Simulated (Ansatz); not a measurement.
## Debugging a many-body input for AlN (P6_3mc)

What is wrong with this input for AlN (P6_3mc)?

Method: G0W0 on PBE, plane waves, PAW, in Ansatz 0.2.0.

The database entry behind the starting cell differs from later determinations by our own check (inner coordinate u about 0.002 short), so it need not match the best structure at ambient conditions.

### Step 1. The structure

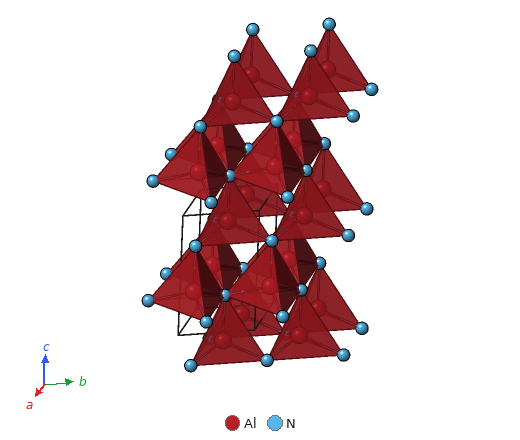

Start, viewed slightly off an axis; aluminium red, nitrogen blue. 2×2×2 cells are drawn. Some periodic images of atoms are drawn too.

The cell and positions come from the Crystallography Open Database and are kept as given unless a step says otherwise. The default PAW set here is soft_2. Its files were made with PBE.

### Step 2. First try

input.yaml

```yaml
crystal:
  lattice:
    - [3.113, 0.0, 0.0]
    - [-1.5565, 2.695937082, 0.0]
    - [0.0, 0.0, 4.981]
  atoms:
    - { symbol: Al, position: [0.3333333333, 0.6666666667, 0.0] }
    - { symbol: Al, position: [0.6666666667, 0.3333333333, 0.5] }
    - { symbol: "N", position: [0.3333333333, 0.6666666667, 0.38] }
    - { symbol: "N", position: [0.6666666667, 0.3333333333, 0.88] }
kpoints:
  mp_grid: { grid: [6, 6, 2] }
hamiltonian:
  xc: pbe
scf:
  occupations: { method: fixed }
gw:
  n_empty_bands: 44
  ecut_chi: 60
  qp_bands: [v2, c2]
  qp_kpoints: [[0.137, 0.291, 0]]
  screening: { model: contour_deformation }
```

Run with:

```sh
$ ansatz run input.yaml --threads 2 --pin off --max-ram 92160MiB --backend cuda --events-out ev --progress --plain --runs-dir out --devices 1 --max-vram 13GiB  # rebuilt from the run's record
```

Numbers of over 12 decimals in the logs are rounded to 6 here.

Output:

```text
Error: invalid value for `gw.qp_kpoints`: the listed point [0.137, 0.291, 0.0] is no point of the k-mesh [6, 6, 2] (kpoints.mp_grid); the nearest is [0.166667, 0.333333, 0.0]
```

Elapsed: 0.08 s, on 2 threads of AMD EPYC 7R13 (Zen 3), shared host; peak memory 0.1 GiB.

Q: What is the fault?

The input was rejected at the start.

The fault: point off the mesh. Quasiparticle levels are computed on points of the mesh alone.

### Step 3. A better input

Now the one-shot GW correction: screening in the RPA, then the self-energy of the levels asked for.

input.yaml, as its differences from that of step 2:

```diff
@@ -11,3 +11,3 @@
 kpoints:
-  mp_grid: { grid: [6, 6, 2] }
+  mp_grid: { grid: [6, 6, 4] }
 hamiltonian:
@@ -20,3 +20,3 @@
   qp_bands: [v2, c2]
-  qp_kpoints: [[0.137, 0.291, 0]]
+  qp_kpoints: band_edges
   screening: { model: contour_deformation }
```

Output:

```text
GPUs: using 1 of 1 available (devices: 1).
[...]
device memory: the entry about to start is reckoned to put 0.5 GiB on a device that reports 63.9 GiB free (of which the cap on the GPU budget leaves the run 13.0 GiB)
GPU FFT provider: cuFFT
GPU libraries: cuBLAS 13.8.2, cuFFT 12.4.0, cuSOLVER 12.3.4
Crystal: 4 atoms, lattice volume = 41.803 Å³
Basis set: ecut = 420 eV, 809 PW (Γ)
Bands: 12, of which v1, the nominal top of the filled ones, is band 8 counted from 1 (7 counted from 0)
Symmetry: 12 space group operations
[...]
k-points: 21 of 144 (time reversal used)
[...]
GPU buffer pool allocated for 20736 grid points (all kernels)
GPU transforms: local potential and band sums: pruned to the plane-wave sphere, on 24×24×36
[...]
SCF iter   1: F=—  HF=-1848.496222 eV  |F-HF|=—  |Δ(HF+E_count)|=         —  Δρ=8.06e-4  dr2=1.23e-4  ethr=1.77e-3  ⟨swp⟩=4.5  Hψ=1407  notcnv=0  defer=34
[...]
0     7      6.9408   -21.7199     3.7030   -17.6741  0.7894     6.5969     6.5979  root
     0     8      7.1203   -21.7804     3.6631   -17.8147  0.7896     6.8168     6.8176  root
     0     9     11.3329    -9.7927    -3.6905   -14.4516  0.8236    12.3077    12.3012  root
     0    10     13.7887    -7.9298    -4.1641   -13.1978  0.8266    14.9024    14.8926  root
     1     7      6.8408   -21.7229     3.7285   -17.6303  0.7889     6.4755     6.4767  root
     1     8      6.8408   -21.7229     3.7285   -17.6303  0.7889     6.4755     6.4767  root
     1     9     12.2882   -10.1336    -3.6903   -14.9349  0.8172    13.4084    13.3991  root
     1    10     13.9058    -8.2242    -4.1783   -13.5428  0.8230    15.0569    15.0460  root
[...]
20     7      6.3424   -21.7357     3.8079   -17.4711  0.7858     5.8836     5.8857  root
    20     8      6.3424   -21.7357     3.8079   -17.4711  0.7858     5.8836     5.8857  root
    20     9     14.5526    -6.8562    -4.2340   -12.2093  0.8083    15.6848    15.6717  root
    20    10     14.5526    -6.8562    -4.2340   -12.2093  0.8083    15.6848    15.6717  root
[key lines of the parts left out:]
SCF converged after 6 iterations
Free energy (F): -1848.496645 eV
Fermi energy:    7.120255 eV
```

Run time: 12 s. Hardware: 1 × NVIDIA H100 80GB HBM3 (shared by 6 runs) with 2 threads; peak memory 1 GiB; 9 s of CPU time.

The column dr2 measures how far the density is from self-consistency, as an energy; F and HF (Harris–Foulkes) agree once it is small.

This step gave:

| Property | Result |
| --- | --- |
| bands summed | 52 |
| RPA ε∞ on this mesh (eigenvalues) | 4.320, 4.320, 4.475 |
| plane waves in the screening matrix | 37 |
| q-points in the mesh | 144 |
| G0W0 gap on the mesh | 5.484 eV |
| k of the valence top | 0, 0, 0 |
| k of the conduction bottom | 0, 0, 0 |
| starting gap on the mesh | 4.213 eV |
| Z at the valence top | 0.7896 |
| Z at the conduction bottom | 0.8236 |
| least direct G0W0 gap on the computed points | 5.484 eV |

The gap on the mesh goes from 4.21 eV to 5.48 eV, a correction of +1.27 eV. Between the two edge states, bare exchange in place of the xc potential would open the gap by 8.62 eV, and correlation takes back 7.35 eV.

### Step 4. Results

```yaml
first_try: refused after 0.08 s
better_run: G0W0 gap on the mesh 5.48 eV (6×6×4 mesh, 44 empty bands, screening to 60 eV)
```

What this shows: The second run differs in: mesh and points asked. Bands and cutoff are finite, so the gap is not at the basis limit. The miss can reach some tenths of an eV and take either sign; the mesh is an error of its own.

[Paths, hosts, dates, memory and timing lines, banners, echoed tables and standing remarks are left out of the program output.]

[Logs are printed without paths, hosts, clocks, repeated set-up lines and the standing remarks that a program may print on its own settings, such as how far it seeks lower states.]

[Runs of the session that timed out or met a known fault of the program may be left out.]

[Cells called generated may have been cut or substituted from an entry of the Crystallography Open Database or the Materials Project.]

[Hosts, paths, dates, database ids (printed as entryN), source tags and the programs' standing remarks are cut or masked in the printed files.]
